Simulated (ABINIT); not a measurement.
Run report: CdSe, optical-spectrum calculation (part 2 of 2)

The same run, continued: CdSe (2 atoms in the cell); Kohn-Sham DFT of a periodic cell, LDA, PseudoDojo NC SR LDA v0.4.1 standard, no spin polarisation (ABINIT 10.8.3); cutoff 1278.94 eV, 6×6×6 k-mesh, fixed occupations. The structure derives from a Materials Project entry.

Geometry of the input (Å; fractional positions):
```
0.0000  3.0703  3.0703
3.0703  0.0000  3.0703
3.0703  3.0703  0.0000
Cd 0.0000  0.0000  0.0000
Se 0.2500  0.2500  0.2500
```

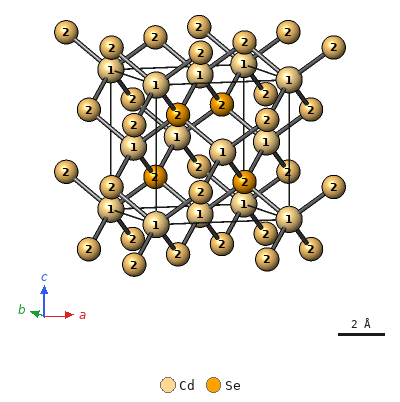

The input geometry (ball-and-stick view of the cell 4 times as large as that of the calculation, set on its symmetry axes, seen slightly off an axis; neighbours outside the cell are drawn fainter; atoms are numbered from 1 in the order of the input).

The program's output, continued:
```
 At SCF step   24       vres2   =  7.63E-13 < tolvrs=  1.00E-12 =>converged.

 Cartesian components of stress tensor (hartree/bohr^3)
  sigma(1 1)=  1.19637885E-04  sigma(3 2)=  0.00000000E+00
  sigma(2 2)=  1.19637885E-04  sigma(3 1)=  0.00000000E+00
  sigma(3 3)=  1.19637885E-04  sigma(2 1)=  0.00000000E+00

--- !ResultsGS
iteration_state: {dtset: 1, }
comment   : Summary of ground state results
lattice_vectors:
- [  0.0000000,   5.8019717,   5.8019717, ]
- [  5.8019717,   0.0000000,   5.8019717, ]
- [  5.8019717,   5.8019717,   0.0000000, ]
lattice_lengths: [   8.20523,    8.20523,    8.20523, ]
lattice_angles: [ 60.000,  60.000,  60.000, ] # degrees, (23, 13, 12)
lattice_volume:   3.9062210E+02
convergence: {deltae: -8.356E-12, res2:  7.625E-13, residm:  1.804E-09, diffor: null, }
etotal    :  -2.96505966E+02
entropy   :   0.00000000E+00
fermie    :   1.24140593E-01
cartesian_stress_tensor: # hartree/bohr^3
- [  1.19637885E-04,   0.00000000E+00,   0.00000000E+00, ]
- [  0.00000000E+00,   1.19637885E-04,   0.00000000E+00, ]
- [  0.00000000E+00,   0.00000000E+00,   1.19637885E-04, ]
pressure_GPa:  -3.5199E+00
xred      :
- [  0.0000E+00,   0.0000E+00,   0.0000E+00, Cd]
- [  2.5000E-01,   2.5000E-01,   2.5000E-01, Se]
cartesian_forces: # hartree/bohr
- [ -9.06428534E-32,   9.06428534E-32,  -9.06428534E-32, ]
- [  9.06428534E-32,  -9.06428534E-32,   9.06428534E-32, ]
force_length_stats: {min:   1.56998027E-31, max:   1.56998027E-31, mean:   1.56998027E-31, }
...

 Integrated electronic density in atomic spheres:
 ------------------------------------------------
 Atom  Sphere_radius  Integrated_density
    1        2.00000         17.15949191
    2        2.00000         13.23651500
================================================================================

 ----iterations are completed or convergence reached----

 Mean square residual over all n,k,spin=   35.800E-13; max=  18.035E-10
 reduced coordinates (array xred) for    2 atoms
       0.000000000000      0.000000000000      0.000000000000
       0.250000000000      0.250000000000      0.250000000000
 rms dE/dt=  8.5880E-31; max dE/dt=  2.1036E-30; dE/dt below (all hartree)
    1       0.000000000000      0.000000000000      0.000000000000
    2       0.000000000000      0.000000000000      0.000000000000

 cartesian coordinates (angstrom) at end:
    1      0.00000000000000     0.00000000000000     0.00000000000000
    2      1.53513559932086     1.53513559932086     1.53513559932086

 cartesian forces (hartree/bohr) at end:
    1     -0.00000000000000     0.00000000000000    -0.00000000000000
    2      0.00000000000000    -0.00000000000000     0.00000000000000
 frms,max,avg= 9.0642853E-32 9.0642853E-32   0.000E+00  0.000E+00  0.000E+00 h/b

 cartesian forces (eV/Angstrom) at end:
    1     -0.00000000000000     0.00000000000000    -0.00000000000000
    2      0.00000000000000    -0.00000000000000     0.00000000000000
 frms,max,avg= 4.6610429E-30 4.6610429E-30   0.000E+00  0.000E+00  0.000E+00 e/A
 length scales=  8.205227063230  8.205227063230  8.205227063230 bohr
              =  4.342019169200  4.342019169200  4.342019169200 angstroms
 Fermi (or HOMO) energy (hartree) =   0.12414   Average Vxc (hartree)=  -0.35563
 Eigenvalues (hartree) for nkpt=  28  k points:
 kpt#   1, nband= 18, wtk=  0.02778, kpt= -0.0833 -0.1667  0.0000 (reduced coord)
  -3.59917   -2.17157   -2.17157   -2.17157   -1.59517   -1.59517   -1.59517   -1.59503
  -1.59503   -0.33102   -0.16033   -0.16006   -0.15895   -0.14879   -0.14818    0.06863
   0.11406    0.11595
 prteigrs : prtvol=0 or 1, do not print more k-points.

--- !EnergyTerms
iteration_state     : {dtset: 1, }
comment             : Components of total free energy in Hartree
kinetic             :  1.39621005950325E+02
hartree             :  1.01581097048505E+02
xc                  : -4.79016670699013E+01
Ewald energy        : -1.51711725120751E+02
psp_core            :  4.76909966723162E+00
local_psp           : -2.95767328765654E+02
non_local_psp       : -4.70964473187575E+01
total_energy        : -2.96505965609003E+02
total_energy_eV     : -8.06833835442413E+03
band_energy         : -3.80283582594063E+01
...

 Cartesian components of stress tensor (hartree/bohr^3)
  sigma(1 1)=  1.19637885E-04  sigma(3 2)=  0.00000000E+00
  sigma(2 2)=  1.19637885E-04  sigma(3 1)=  0.00000000E+00
  sigma(3 3)=  1.19637885E-04  sigma(2 1)=  0.00000000E+00

-Cartesian components of stress tensor (GPa)         [Pressure= -3.5199E+00 GPa]
- sigma(1 1)=  3.51986811E+00  sigma(3 2)=  0.00000000E+00
- sigma(2 2)=  3.51986811E+00  sigma(3 1)=  0.00000000E+00
- sigma(3 3)=  3.51986811E+00  sigma(2 1)=  0.00000000E+00

================================================================================
== DATASET  2 ==================================================================

--- !DatasetInfo
iteration_state: {dtset: 2, }
dimensions: {natom: 2, nkpt: 28, mband: 34, nsppol: 1, nspinor: 1, nspden: 1, mpw: 6029, }
cutoff_energies: {ecut:  47.0, pawecutdg:  -1.0, }
electrons: {nelect:   3.60000000E+01, charge:   0.00000000E+00, occopt:   1.00000000E+00, tsmear:   1.00000000E-02, }
meta: {optdriver: 0, ionmov: 0, optcell: 0, iscf: -2, paral_kgb: 0, }
...

 mkfilename : getden/=0, take file _DEN from output of DATASET   1.

 Exchange-correlation functional for the present dataset will be:
  LDA: Perdew-Wang 92 LSD fit to Ceperley-Alder data - ixc=7
  J.P.Perdew and Y.Wang, PRB 45, 13244 (1992)

 Real(R)+Recip(G) space primitive vectors, cartesian coordinates (Bohr,Bohr^-1):
 R(1)=  0.0000000  5.8019717  5.8019717  G(1)= -0.0861776  0.0861776  0.0861776
 R(2)=  5.8019717  0.0000000  5.8019717  G(2)=  0.0861776 -0.0861776  0.0861776
 R(3)=  5.8019717  5.8019717  0.0000000  G(3)=  0.0861776  0.0861776 -0.0861776
 Unit cell volume ucvol=  3.9062210E+02 bohr^3
 Angles (23,13,12)=  6.00000000E+01  6.00000000E+01  6.00000000E+01 degrees

 getcut: wavevector=  0.0000  0.0000  0.0000  ngfft=  54  54  54
         ecut(hartree)=     47.000   => boxcut(ratio)=   2.13323
--------------------------------------------------------------------------------

================================================================================
 Non-SCF case, kpt    1 ( -0.08333 -0.16667  0.00000), residuals and eigenvalues=
  2.69E-13  5.16E-13  7.17E-13  1.72E-13  6.36E-13  7.56E-13  5.45E-13  4.98E-13
  3.58E-13  5.37E-13  9.38E-13  8.80E-13  7.34E-13  9.09E-13  7.79E-13  9.58E-13
  6.82E-13  7.30E-13  6.89E-13  6.59E-13  2.08E-13  4.76E-13  9.03E-13  2.73E-13
  3.04E-13  4.62E-13  9.04E-13  6.18E-13  2.14E-13  7.70E-13  5.71E-12  7.34E-09
  5.84E-06  1.94E-05
 -3.5992E+00 -2.1716E+00 -2.1716E+00 -2.1716E+00 -1.5952E+00 -1.5952E+00
 -1.5952E+00 -1.5950E+00 -1.5950E+00 -3.3102E-01 -1.6033E-01 -1.6006E-01
 -1.5895E-01 -1.4879E-01 -1.4818E-01  6.8634E-02  1.1406E-01  1.1595E-01
  1.9146E-01  3.1685E-01  3.5515E-01  3.5732E-01  4.6413E-01  5.1735E-01
  5.2272E-01  5.5997E-01  6.0145E-01  6.2666E-01  7.1800E-01  8.3461E-01
  8.4418E-01  8.9699E-01  9.4661E-01  9.5631E-01
 prteigrs : prtvol=0 or 1, do not print more k-points.

--- !ResultsGS
iteration_state: {dtset: 2, }
comment   : Summary of ground state results
lattice_vectors:
- [  0.0000000,   5.8019717,   5.8019717, ]
- [  5.8019717,   0.0000000,   5.8019717, ]
- [  5.8019717,   5.8019717,   0.0000000, ]
lattice_lengths: [   8.20523,    8.20523,    8.20523, ]
lattice_angles: [ 60.000,  60.000,  60.000, ] # degrees, (23, 13, 12)
lattice_volume:   3.9062210E+02
convergence: {deltae:  0.000E+00, res2:  0.000E+00, residm:  9.968E-13, diffor:  0.000E+00, }
etotal    :  -2.96505966E+02
entropy   :   0.00000000E+00
fermie    :   1.24140593E-01
cartesian_stress_tensor: null
pressure_GPa: null
xred      :
- [  0.0000E+00,   0.0000E+00,   0.0000E+00, Cd]
- [  2.5000E-01,   2.5000E-01,   2.5000E-01, Se]
cartesian_forces: null
force_length_stats: {min: null, max: null, mean: null, }
...

 Integrated electronic density in atomic spheres:
 ------------------------------------------------
 Atom  Sphere_radius  Integrated_density
    1        2.00000         17.15949191
    2        2.00000         13.23651500
================================================================================

 ----iterations are completed or convergence reached----

 Mean square residual over all n,k,spin=   54.839E-14; max=  99.680E-14
 reduced coordinates (array xred) for    2 atoms
       0.000000000000      0.000000000000      0.000000000000
       0.250000000000      0.250000000000      0.250000000000

 cartesian coordinates (angstrom) at end:
    1      0.00000000000000     0.00000000000000     0.00000000000000
    2      1.53513559932086     1.53513559932086     1.53513559932086
 length scales=  8.205227063230  8.205227063230  8.205227063230 bohr
              =  4.342019169200  4.342019169200  4.342019169200 angstroms
 Eigenvalues (hartree) for nkpt=  28  k points:
 kpt#   1, nband= 34, wtk=  0.02778, kpt= -0.0833 -0.1667  0.0000 (reduced coord)
  -3.59917   -2.17157   -2.17157   -2.17157   -1.59517   -1.59517   -1.59517   -1.59503
  -1.59503   -0.33102   -0.16033   -0.16006   -0.15895   -0.14879   -0.14818    0.06863
   0.11406    0.11595    0.19146    0.31685    0.35515    0.35732    0.46413    0.51735
   0.52272    0.55997    0.60145    0.62666    0.71800    0.83461    0.84418    0.89699
   0.94661    0.95631
 prteigrs : prtvol=0 or 1, do not print more k-points.

================================================================================
== DATASET  3 ==================================================================

--- !DatasetInfo
iteration_state: {dtset: 3, }
dimensions: {natom: 2, nkpt: 28, mband: 30, nsppol: 1, nspinor: 1, nspden: 1, mpw: 6029, }
cutoff_energies: {ecut:  47.0, pawecutdg:  -1.0, }
electrons: {nelect:   3.60000000E+01, charge:   0.00000000E+00, occopt:   1.00000000E+00, tsmear:   1.00000000E-02, }
meta: {optdriver: 8, wfk_task: 7, }
...

 mkfilename : getwfk/=0, take file _WFK from output of DATASET   2.

 Exchange-correlation functional for the present dataset will be:
  LDA: Perdew-Wang 92 LSD fit to Ceperley-Alder data - ixc=7
  J.P.Perdew and Y.Wang, PRB 45, 13244 (1992)

--------------------------------------------------------------------------------

 Computation of velocity matrix elements (DDK)

 Parameters extracted from the Abinit header:
    ecut:     47.0
    nkpt:    864
    mband:   34
    nsppol:  1
    nspinor: 1
    useylm:  0
    inclvkb: 2
    bmin: 1, bmax: 34
    Computing diagonal and off-diagonal matrix elements
    Between band index bmin: 1, bmax: 34

== END DATASET(S) ==============================================================
================================================================================

 -outvars: echo values of variables after computation  --------
            acell      8.2052270632E+00  8.2052270632E+00  8.2052270632E+00 Bohr
           etotal1    -2.9650596561E+02
           etotal3     0.0000000000E+00
            fcart1    -9.0642853421E-32  9.0642853421E-32 -9.0642853421E-32
                       9.0642853421E-32 -9.0642853421E-32  9.0642853421E-32
            fcart3     0.0000000000E+00  0.0000000000E+00  0.0000000000E+00
                       0.0000000000E+00  0.0000000000E+00  0.0000000000E+00
            rprim      0.0000000000E+00  7.0710678120E-01  7.0710678120E-01
                       7.0710678120E-01  0.0000000000E+00  7.0710678120E-01
                       7.0710678120E-01  7.0710678120E-01  0.0000000000E+00
           strten1     1.1963788522E-04  1.1963788522E-04  1.1963788522E-04
                       0.0000000000E+00  0.0000000000E+00  0.0000000000E+00
           strten3     0.0000000000E+00  0.0000000000E+00  0.0000000000E+00
                       0.0000000000E+00  0.0000000000E+00  0.0000000000E+00
           xangst      0.0000000000E+00  0.0000000000E+00  0.0000000000E+00
                       1.5351355993E+00  1.5351355993E+00  1.5351355993E+00
             xred      0.0000000000E+00  0.0000000000E+00  0.0000000000E+00
                       2.5000000000E-01  2.5000000000E-01  2.5000000000E-01
 Calculation completed.
```

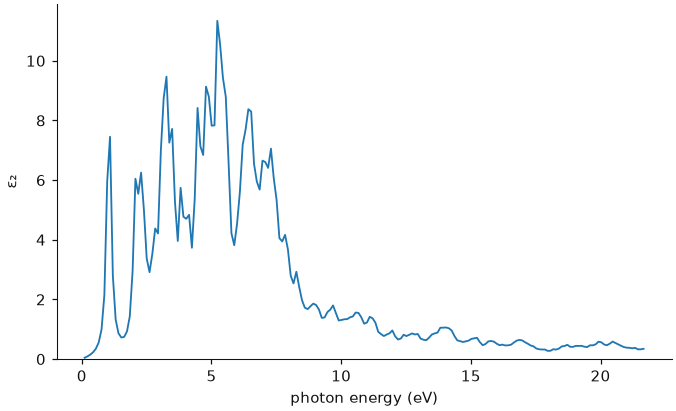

Imaginary part of the dielectric function (first component that the program prints). The highest peak, 11.3, lies at 5.22 eV.

Summary:

```csv
quantity,value
outcome,converged
space group (tolerance 0.01 Å),F-43m (216)
electrons treated,36
free energy,−8068.3384 eV
Fermi energy,3.378 eV
pressure,−3.52 GPa
largest force (length of the vector),under 0.001 eV/Å
hardware,"1 thread of Intel Xeon @ 2.70GHz, 189 GiB of memory available, shared host"
wall time,15 min
peak memory,2.9 GiB
```
